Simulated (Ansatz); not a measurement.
Al: geometry relaxation

Al (Im-3m, 1 atom in the cell), computed with DFT r2SCAN, scalar-relativistic, plane waves, PAW, no spin polarisation (Ansatz 0.2.0).

The structure derives from a Materials Project entry. Figures and captions count atoms from 1; the log counts them from 0 in places.

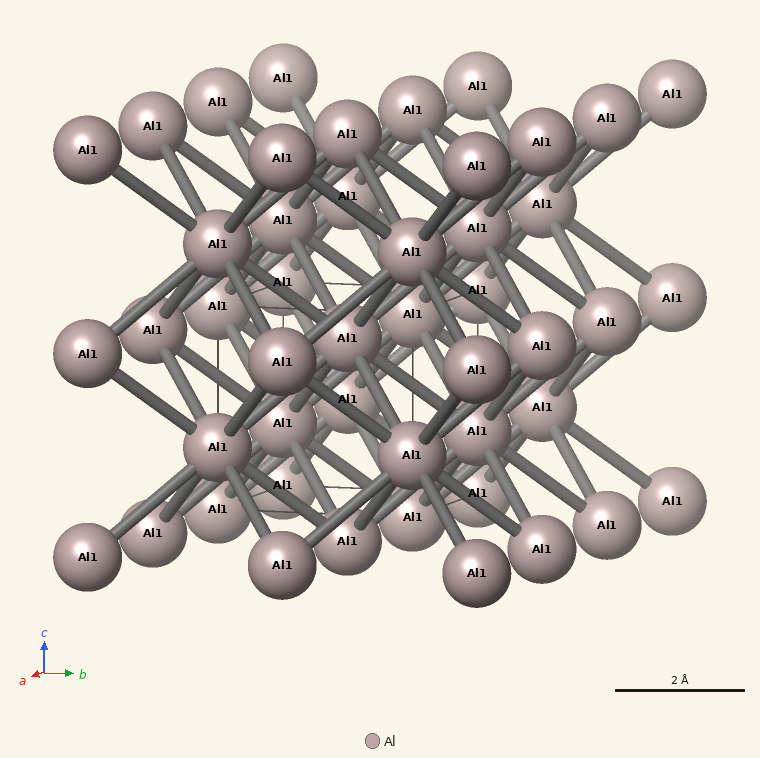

**Figure 1.** The starting structure (ball-and-stick view of the cell 2 times as large as that of the calculation, set on its symmetry axes, repeated 3 × 2 × 2, seen slightly off an axis; atoms are numbered from 1 in the order of the input). An atom can appear more than once, as a periodic image. Near neighbours in the periodic cell (some may lie outside the picture): Al has 8 Al at 2.76 Å.

The input:
```yaml
crystal:
  lattice:
    - [-1.59121869, 1.59121869, 1.59121869]
    - [1.59121869, -1.59121869, 1.59121869]
    - [1.59121869, 1.59121869, -1.59121869]
  atoms:
    - { symbol: Al, position: [0.0, 0.0, 0.0] }
basis:
  ecutwfc: 500
kpoints:
  mp_grid: { grid: [18, 18, 18] }
hamiltonian:
  xc: r2scan
scf:
  occupations: { method: gaussian, width: 0.1 }
output:
  forces: true
  stress: true
  eigenvalues: true
  write_density: true
  write_potential: true
  elf: true
  volumetric_format: npy
relax:
  adjacent_minimum: "off"
  f_tol: 0.005
  max_steps: 80
  cell: { stress_tol: 0.05 }
```

Launch command:
```bash
ansatz run input.yaml --threads 1 --pin off --max-ram 2560MiB --backend cpu --events-out ev --progress --plain --runs-dir out
```

Output:
```
Engine: ansatz 0.2.0, aarch64-unknown-linux-gnu
Pseudopotentials: kind: paw
Pseudopotential: Al, paw, valence charge 3, recommended cutoff 500 eV (meta_gga), Al.paw.azcp
Functional definition: r2SCAN
  parameter k0 = 0.174
  parameter k1 = 0.065
  parameter a1 = 4.9479
  exchange = r2scan_x(k0 = k0, k1 = k1, a1 = a1)
  correlation = r2scan_c
Crystal: 1 atoms, lattice volume = 16.116 Å³
Basis set: ecut = 500 eV, 381 PW (Γ), exchange–correlation on 96×96×96 points (64 copies of the dense FFT grid, shifted against one another)
Bands: 6, of which v1, the nominal top of the filled ones, is band 2 counted from 1 (1 counted from 0)
Symmetry: 48 space group operations
Space group: Im-3m (ITA 229), of the structure as read, at distance tolerance 2.5e-5 Å
k-points: 195 of 5832
Non-local potential: Al, projectors of the file, l = 0: 2, l = 1: 2, l = 2: 1
PAW form: soft (Blöchl's): semilocal exchange-correlation on the pseudo side does not see the compensation charge
PAW frozen core: Al, regenerated for the run's functional (the file was generated under x = pbe(κ = 0.804, μ = 0.2195149727645171), c = pbe(β = 0.06672455060314922))
PAW one-centre angular grid: Al, 302 points (default); XC on 160 Gauss nodes
Initial density: superposition of atomic densities (neutral atoms: chi_scale 0, normalization atom), corrected by the library's trained network
Initial wavefunctions: pseudopotential atomic-orbital guess
Functional: x = r2scan, c = r2scan; τ floored in thin density (d = 2e-4 eV/Å³)
SCF iter   1: F=—  HF=-540.292674 eV  |F-HF|=—  |Δ(HF+E_count)|=         —  Δρ=4.04e-3  dr2=2.94e-3  dr2_τ=4.36e-3  ethr=1.77e-3  ⟨swp⟩=4.6  Hψ=10340  notcnv=0
preconditioner: auto → none  [metal: Δε(μ)=0.014 eV  Ē_g=14.345 eV  σ=0.100 eV  W_gap=0.08  n_scr=0 (ndim 8)  ℏωp=16.0 eV  f_vac=0.000  D(μ)=0.46/eV (n_scr^D=0)]
SCF iter   2: F=—  HF=-540.299246 eV  |F-HF|=—  |Δ(HF+E_count)|=   6.57e-3  Δρ=2.79e-3  dr2=1.37e-3  dr2_τ=2.79e-6  ethr=9.79e-5  ⟨swp⟩=3.0  Hψ=3595  notcnv=0  defer=68
SCF iter   3: F=—  HF=-540.299019 eV  |F-HF|=—  |Δ(HF+E_count)|=   2.27e-4  Δρ=1.52e-3  dr2=3.92e-4  dr2_τ=5.47e-7  ethr=4.58e-5  ⟨swp⟩=1.0  Hψ=1092  notcnv=0  defer=68
SCF iter   4: F=—  HF=-540.298966 eV  |F-HF|=—  |Δ(HF+E_count)|=   5.38e-5  Δρ=5.49e-4  dr2=4.98e-5  dr2_τ=3.96e-8  ethr=1.31e-5  ⟨swp⟩=1.0  Hψ=1092  notcnv=0  defer=68
SCF iter   5: F=—  HF=-540.298960 eV  |F-HF|=—  |Δ(HF+E_count)|=   5.18e-6  Δρ=1.15e-4  dr2=2.16e-6  dr2_τ=1.45e-9  ethr=1.66e-6  ⟨swp⟩=1.0  Hψ=1092  notcnv=0  defer=68
SCF iter   6: F=-540.298960 eV  HF=-540.298960 eV  |F-HF|=2.66e-9  |Δ(HF+E_count)|=   1.86e-7  Δρ=1.33e-5  dr2=2.81e-8  dr2_τ=2.06e-11  ethr=3.33e-9  ⟨swp⟩=6.7  Hψ=5468  notcnv=0
SCF 1 converged in 6 iterations: F = -540.298960 eV  dr2 = 2.81e-8
  greatest PAW one-centre occupation: 0.450 electrons in one spin orbital (limit 2), on the Al atom at site 0 (counted from 0), in its partial waves of l = 0
relax step   1: F+E_penalty+E_count = -540.29896018 eV  Δ(F+E_penalty+E_count) = +0.000e0 eV  max|allowed force component| = 0.000e0 eV/Å  Δτ_max = 0.0000 Å  P = +0.469 GPa  Ω = 16.116 Å³  (6 SCF iters, dr2 threshold 1.00e-7 eV, accepted)
Crystal: 1 atoms, lattice volume = 16.212 Å³
Initial density: handed on by an earlier stage of this run
Initial wavefunctions: those handed on with the density
iter 1 solved again at ethr=1.23e-7 eV; its pass at ethr=3.10e-3 eV (dr2=3.70e-6 eV) is discarded
SCF iter   1: F=—  HF=-540.299098 eV  |F-HF|=—  |Δ(HF+E_count)|=         —  Δρ=1.49e-4  dr2=4.06e-6  dr2_τ=2.84e-6  ethr=1.23e-7  ⟨swp⟩=2.5  Hψ=11362  notcnv=0
preconditioner: auto → none  [metal: Δε(μ)=0.037 eV  Ē_g=14.299 eV  σ=0.100 eV  W_gap=0.20  n_scr=0 (ndim 8)  ℏωp=16.0 eV  f_vac=0.000  D(μ)=0.47/eV (n_scr^D=0)]
SCF iter   2: F=—  HF=-540.299093 eV  |F-HF|=—  |Δ(HF+E_count)|=   4.86e-6  Δρ=9.90e-5  dr2=1.81e-6  dr2_τ=9.72e-9  ethr=1.23e-7  ⟨swp⟩=2.0  Hψ=1464  notcnv=0
SCF iter   3: F=—  HF=-540.299092 eV  |F-HF|=—  |Δ(HF+E_count)|=   9.72e-7  Δρ=2.67e-5  dr2=1.21e-7  dr2_τ=1.75e-10  ethr=6.04e-8  ⟨swp⟩=1.0  Hψ=1175  notcnv=0
SCF iter   4: F=-540.299092 eV  HF=-540.299092 eV  |F-HF|=1.29e-9  |Δ(HF+E_count)|=   1.45e-8  Δρ=9.15e-6  dr2=1.37e-8  dr2_τ=1.08e-11  ethr=3.33e-9  ⟨swp⟩=5.5  Hψ=3268  notcnv=0
SCF 2 converged in 4 iterations: F = -540.299092 eV  dr2 = 1.37e-8
relax step   2: F+E_penalty+E_count = -540.29909192 eV  Δ(F+E_penalty+E_count) = -1.317e-4 eV  max|allowed force component| = 0.000e0 eV/Å  Δτ_max = 0.0000 Å  P = -0.018 GPa  Ω = 16.212 Å³  energy of the carried Pulay correction = -2.627e-6 eV  (4 SCF iters, dr2 threshold 1.00e-7 eV, accepted)
Initial wavefunctions: pseudopotential atomic-orbital guess (no wavefunctions were taken with the density)
iter 1 solved again at ethr=8.00e-10 eV; its pass at ethr=3.10e-3 eV (dr2=2.40e-8 eV) is discarded
SCF iter   1: F=—  HF=-540.299095 eV  |F-HF|=—  |Δ(HF+E_count)|=         —  Δρ=9.19e-6  dr2=1.37e-8  dr2_τ=4.56e-11  ethr=8.00e-10  ⟨swp⟩=3.3  Hψ=14191  notcnv=0
preconditioner: auto → none  [metal: Δε(μ)=0.036 eV  Ē_g=14.297 eV  σ=0.100 eV  W_gap=0.20  n_scr=0 (ndim 8)  ℏωp=16.0 eV  f_vac=0.000  D(μ)=0.47/eV (n_scr^D=0)]
SCF iter   2: F=—  HF=-540.299095 eV  |F-HF|=—  |Δ(HF+E_count)|=  9.96e-10  Δρ=4.49e-6  dr2=3.26e-9  dr2_τ=2.39e-12  ethr=4.58e-10  ⟨swp⟩=1.0  Hψ=1170  notcnv=0
SCF iter   3: F=-540.299095 eV  HF=-540.299095 eV  |F-HF|=1.14e-13  |Δ(HF+E_count)|=  3.31e-10  Δρ=3.35e-8  dr2=5.72e-14  dr2_τ=5.19e-15  ethr=1.00e-12  ⟨swp⟩=4.4  Hψ=4729  notcnv=0
SCF 3 converged in 3 iterations: F = -540.299095 eV  dr2 = 5.72e-14
relax step   3: F+E_penalty+E_count = -540.29909451 eV  Δ(F+E_penalty+E_count) = -2.588e-6 eV  max|allowed force component| = 0.000e0 eV/Å  Δτ_max = 0.0000 Å  P = -0.018 GPa  Ω = 16.212 Å³  stress off target by 1.83e-2 GPa  SCF on the basis re-selected at this cell (its energy is not comparable with the rows above)  (3 SCF iters)
```

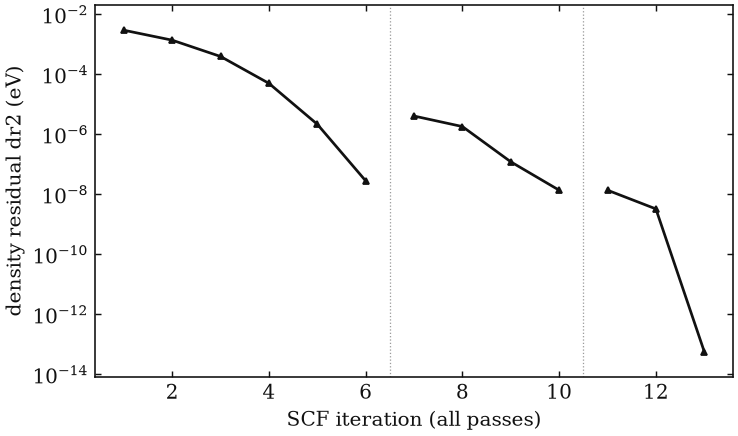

**Figure 2.** Convergence of the self-consistent field: density residual dr2 against the SCF iteration. The dotted lines part the SCF passes of the relaxation: geometry steps, rejected trials and re-solves on a re-selected basis. The passes take 6, 4 and 3 iterations.

```
basis re-selected at this cell: Δ(F+E_penalty+E_count) = -2.588e-6 eV, ΔP = -0.000 GPa vs the last step (what re-selecting the basis moved, of the pressure what is left beyond the Pulay correction that the steps carried, after the strain that the cell walked since its last selection, with what the two solves' SCF thresholds leave and, on support functions, any second-order correction that the steps lacked; it is no measure of the basis error at this ecutwfc). This SCF's stress stands 1.83e-2 GPa from its target on what of the cell is left free (relax.cell.stress_tol is 5.00e-2 GPa) and its largest allowed force component is 0.00e0 eV/Å (relax.f_tol is 5.00e-3 eV/Å): within both
SCF converged after 3 iterations
Free energy (F): -540.299095 eV
Harris-Foulkes:  -540.299095 eV  (|F-HF|=1.14e-13)
Internal energy: -540.296754 eV  (E = F + TS)
E sigma→0 (E₀):  -540.297924 eV
Entropy (-TS):   -0.002341 eV (-2.341 meV/atom)
Fermi energy:    8.201545 eV
--- Per-component energies (eV) ---
  E_band       = 10.255143
  E_kinetic    = 23.162266
  E_local      = 10.601826  (includes V_loc(G=0)·N_el)
  E_nonlocal   = 9.726568
  E_hartree    = 0.082447
  E_xc         = -36.772936
  E_vxc        = -31.251733  (∫ρ·V_xc dr)
  E_paw        = -473.083865  (= ΣΔE_a)
  E_vpaw       = -3.391251  (= ΣTr[D̂ρ^β])
  E_aug_tail   = -0.000001  (compensation charges beyond the density's cutoff)
  E_vtau       = 1.242575  (kinetic-family band-sum trace: ∫τ·v_τ [+ j·A + Jᵃ·Aᵃ] dr)
  E_ewald      = -73.952951
  E_core_change = -0.060108  (= ΣΔE_core)
  E_smearing   = -0.002341  (= −TS)
  E_closure    = -0.000000  (closes the sum)
  Σ components = -540.299095   (vs F -540.299095, Δ=0.00e0)
--- Forces (eV/Å), atoms counted from 1 ---
  atom   1  Al    -0.00000000    -0.00000000     0.00000000
  max |Σ_I F_I| component: 3.02e-33 eV/Å
--- Stress (GPa, compression-positive) ---
       -0.018292       0.000000       0.000000
        0.000000      -0.018292       0.000000
        0.000000       0.000000      -0.018292
  P = ⅓ Tr σ = -0.0183 GPa (-0.183 kbar)
--- Band table (eV; the first three rows and the last of 195) ---
  k-point 0: bands = ["-3.8130", "22.2665", "22.2665", "22.2665", "24.3844", "24.3844"]
  k-point 1: bands = ["-3.7175", "21.1421", "21.6709", "21.8656", "23.8357", "24.6362"]
  k-point 2: bands = ["-3.4314", "18.8861", "20.6965", "20.9817", "22.8472", "23.8208"]
  k-point 194: bands = ["10.2090", "10.2090", "10.2090", "11.1106", "11.1106", "14.8784"]
--- Relaxed structure (2 steps of the walk, 2 accepted, 1 SCFs on fresh bases) ---
  F+E_penalty+E_count = -540.29909451 eV   max|allowed force component| = 0.000e0 eV/Å   (the final SCF, on the basis selected at the relaxed cell)
  cell:  # Å, volume = 16.2116 Å³
    - [-1.5943685755864054, 1.5943685755864054, 1.5943685755864054]
    - [1.5943685755864054, -1.5943685755864054, 1.5943685755864054]
    - [1.5943685755864054, 1.5943685755864054, -1.5943685755864054]
  atoms:
    - { symbol: Al, position: [0.0, 0.0, 0.0] }
```

Trajectory as extended XYZ (Å, eV, eV/Å), 3 frames, from step=1 to step=3:
```
1
Lattice="-1.5912 1.5912 1.5912 1.5912 -1.5912 1.5912 1.5912 1.5912 -1.5912" Properties=species:S:1:pos:R:3:forces:R:3 step=1 energy=-540.29896 pressure_GPa=0.47
Al    0.0000    0.0000    0.0000    0.0000   0.0000   0.0000
1
Lattice="-1.5944 1.5944 1.5944 1.5944 -1.5944 1.5944 1.5944 1.5944 -1.5944" Properties=species:S:1:pos:R:3:forces:R:3 step=2 energy=-540.29909 pressure_GPa=-0.02
Al    0.0000    0.0000    0.0000    0.0000   0.0000   0.0000
1
Lattice="-1.5944 1.5944 1.5944 1.5944 -1.5944 1.5944 1.5944 1.5944 -1.5944" Properties=species:S:1:pos:R:3:forces:R:3 step=3 energy=-540.29909 pressure_GPa=-0.02
Al    0.0000    0.0000    0.0000    0.0000   0.0000   0.0000
```

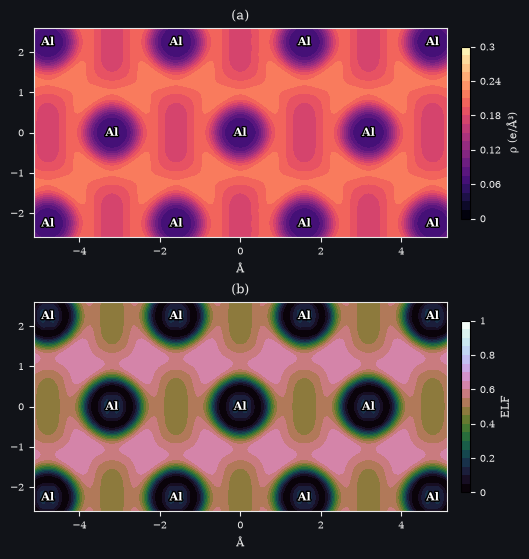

**Figure 3.** (a) valence pseudo-density; (b) ELF on the (011) plane of the conventional cell. Atoms in the plane: Al. Al–Al (2.76 Å): ρ at the midpoint is about 0.21 e/Å³; the ELF peaks at about 0.65 between the atoms. Away from the nuclei the density in this plane falls to 0.17 e/Å³ at its lowest. The fields are those of the smooth PAW valence density.

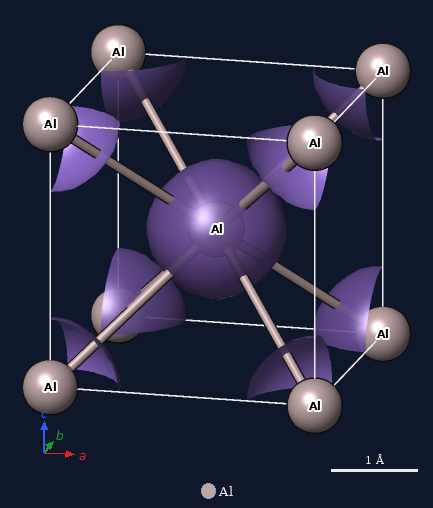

**Figure 4.** Isosurface of the ELF at 0.4 (purple), seen slightly off an axis. Only the valence region is drawn (cores and ρ < 0.01 e/Å³ removed). Sticks mark near contacts. The outline is the cell set on symmetry axes. The ELF exceeds this value in one network that runs through the whole crystal, counted in one cell of 2 atoms.  Values along the shortest contacts: Al–Al (2.76 Å): the ELF peaks at about 0.65 between the atoms.

Summary:

| quantity | value |
| --- | --- |
| outcome | converged |
| space group (tolerance 0.01 Å) | Im-3m (229) |
| electrons treated | 3 |
| free energy | −540.2991 eV |
| Fermi energy | 8.202 eV |
| gap on the k-point mesh | none (metallic) |
| pressure | −0.02 GPa |
| final volume | 16.21 Å³ |
| largest force (length of the vector) at the end | under 0.001 eV/Å |
| final cell | a = 2.762 Å, b = 2.762 Å, c = 2.762 Å, α = 109.47°, β = 109.47°, γ = 109.47° |
| hardware | 1 thread of Arm Neoverse V1, 24 GiB of memory available, shared host |
| wall time | 11 s |
| peak memory | 0.35 GiB |
